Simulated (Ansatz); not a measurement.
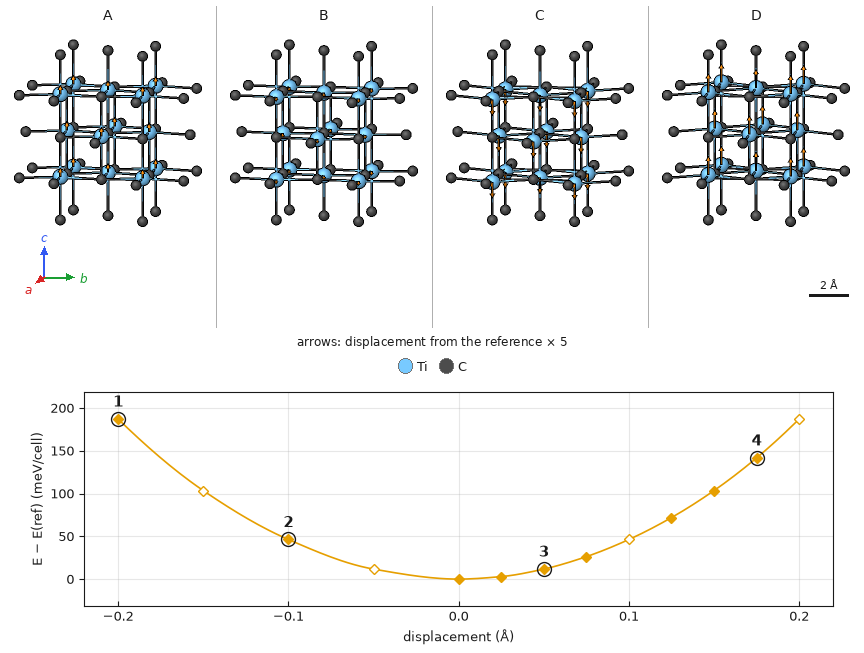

A scan of crystalline TiC (Fm-3m): the whole Ti sublattice is shifted rigidly, towards the nearest copy of atom 2 (C) at 2.164 Å, all else fixed. The frames are shuffled; the numbered points of the plot belong to them. Hollow markers are points alike by symmetry, not computed again. Style: ball-and-stick. Shown: the conventional cell (4 times the calculation's cell), along the a axis, with a slight tilt. Orange arrows: displacements from the reference. Lengths and directions refer to the drawn axes.

Computed with Ansatz, DFT PBEsol, scalar-relativistic, plane waves, PAW. Set-up: plane-wave cutoff 420 eV; k-point mesh 18 × 18 × 18; occupations gaussian; smearing width 0.15 eV; no spin polarisation. Energies (free energies at the smearing named) are counted from the cell as listed in its source, which wasn't relaxed.

Which frame belongs to which numbered point?

Point 1 is frame D (the displacement −0.20 Å, 187.2 meV/cell); 2 is frame A (the displacement −0.10 Å, 46.3 meV/cell); 3 is frame B (the displacement 0.05 Å, 11.7 meV/cell); 4 is frame C (the displacement 0.175 Å, 141.7 meV/cell). Of the computed points the lowest is at the displacement 0.00 Å, 0.0 meV/cell. At the ends of the scan the energy is 187.2 meV/cell (−0.20 Å) and 187.2 meV/cell (0.20 Å). The curvature at zero is about 9.4 eV/Å² per cell. The well is symmetric. At the highest point the shortest interatomic distance is 1.96 Å, against 2.16 Å in the reference. The distortion takes the space group from Fm-3m to I4mm.
